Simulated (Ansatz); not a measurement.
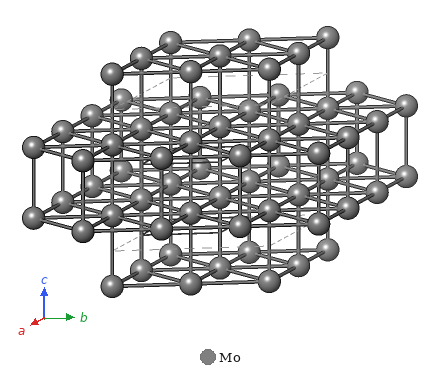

Mo (space group P6/mmm, No. 191). Coordinates: the end point of a relaxation with Ansatz, DFT PBE, scalar-relativistic, plane waves, PAW.

Bonds are taken as Mo–Mo below 3.1 Å. Atoms with one bond or none are removed and atoms with two bonds are replaced by edges, until no such atom is left.

### What kind of net remains, and which atoms are its nodes?

A uninodal 8-connected, three-periodic net: Mo is an 8-connected node.

### Which named net is it?

It is the hex net, known from the primitive hexagonal lattice.

### Is the net interpenetrated?

It is a single net, without interpenetration.

### Give the point symbol of each node (shortest cycle at each angle).

Mo: 3⁶·4¹⁸·5³·6.

The simplified net, drawn on the atoms' positions. Nodes are coloured by element. Short stubs are edges that leave the cut-out.

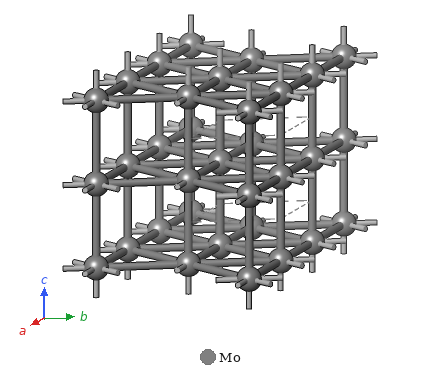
